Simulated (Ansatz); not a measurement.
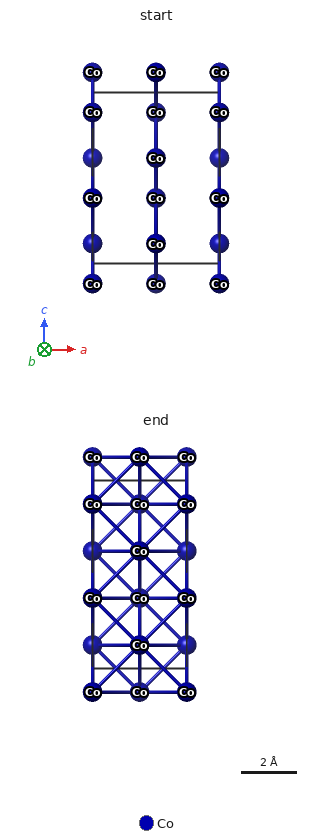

The structure of crystalline Co (built on the iodine_64 type) (coarse preliminary run) before (top) and after (bottom) a relaxation, at one scale.

The picture is a ball-and-stick view of the conventional cell (2 times the calculation's cell), seen along the b axis. Lengths and directions refer to the drawn axes.

Case: iodine type (Cmce, No. 64).

Computed with Ansatz, DFT PBEsol, scalar-relativistic, plane waves, PAW.

Input file:
```yaml
crystal:
  lattice:
    - [2.3371579601, -1.5446826214, 0.0]
    - [2.3371579601, 1.5446826214, 0.0]
    - [0.0, 0.0, 6.3011453754]
  atoms:
    - { symbol: Co, position: [0.85, 0.15, 0.117], spin: 1.55 }
    - { symbol: Co, position: [0.65, 0.35, 0.617], spin: 1.55 }
    - { symbol: Co, position: [0.15, 0.85, 0.883], spin: 1.55 }
    - { symbol: Co, position: [0.35, 0.65, 0.383], spin: 1.55 }
basis:
  ecutwfc: 420
kpoints:
  mp_grid: { grid: [6, 6, 4] }
hamiltonian:
  xc: pbesol
scf:
  occupations: { method: gaussian, width: 0.1 }
  lower_state_search: "off"
output:
  forces: true
  stress: true
  eigenvalues: true
  populations: true
magnetization:
  spin_polarized: true
relax:
  adjacent_minimum: "off"
  f_tol: 0.04
  max_steps: 70
  cell: { stress_tol: 0.4 }
```

Summarise the run.

After 10 accepted moves (12 points after the start) the energy has fallen by 1520 meV per atom. Largest force component: 7.4 eV/Å at the start, 0.00014 eV/Å at the end. Pressure: 30.30 GPa at the start and 0.08 GPa at the end. At 2 points the geometry stayed and the basis and grid were re-selected for the new cell (energy shift of 12.4 meV per atom at most each time). The largest moves relative to the cell, 0.35 Å, are those of Co1, Co2, Co3 and Co4. Co3 goes roughly along −b. The drawn cell changes as follows: a 4.674 → 3.469 Å (−25.8 %), b 3.089 → 3.468 Å (+12.3 %), c 6.301 → 6.925 Å (+9.9 %); the volume changes by −8.5 %. Near-neighbour distances that change, for instance: Co1–Co3 1.742 → 2.450 Å, Co1–Co4 2.876 → 2.450 Å, Co1–Co3 (another image) 2.832 → 2.451 Å, Co1–Co1 2.801 → 2.453 Å. Bond angles that change, for instance: Co3–Co1–Co4 105.2° → 89.9°, Co3–Co1–Co4 167.0° → 180.0°, Co3–Co1–Co4 169.5° → 180.0°. The space group (tolerance 0.01 Å) goes from Cmce (No. 64) to Fm-3m (No. 225).

Limits of the set-up: the k-point mesh is coarse for a cell with partly filled bands.
